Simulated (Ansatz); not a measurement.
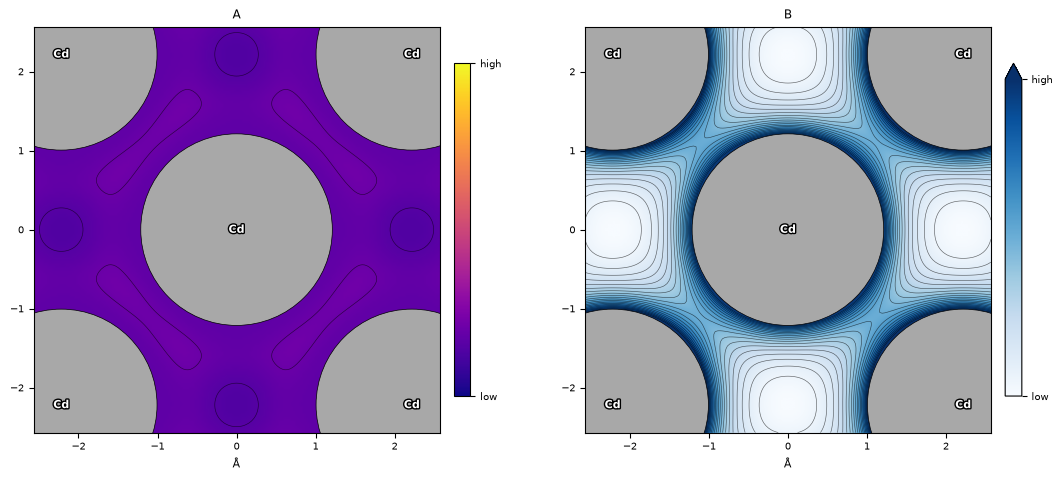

Cd: 2 fields on the (001) plane of the conventional cell, with unlabelled colour scales. Grey discs cover the atomic cores.

Space group Fm-3m; a structure from a database of computed crystals, not necessarily the ambient phase.

These are results of Kohn-Sham DFT of a periodic cell, HSE03, Ansatz PAW accurate (Ansatz), not measurements.

Which field does each panel show? The fields are: electron localisation function and valence pseudo-density.

Answer. Panel A: electron localisation function. Panel B: valence pseudo-density. From the grid: Cd–Cd (3.14 Å): ρ is about 0.15 e/Å³ halfway; the ELF is about 0.20 at the midpoint (no shared electron pair shows on this line).
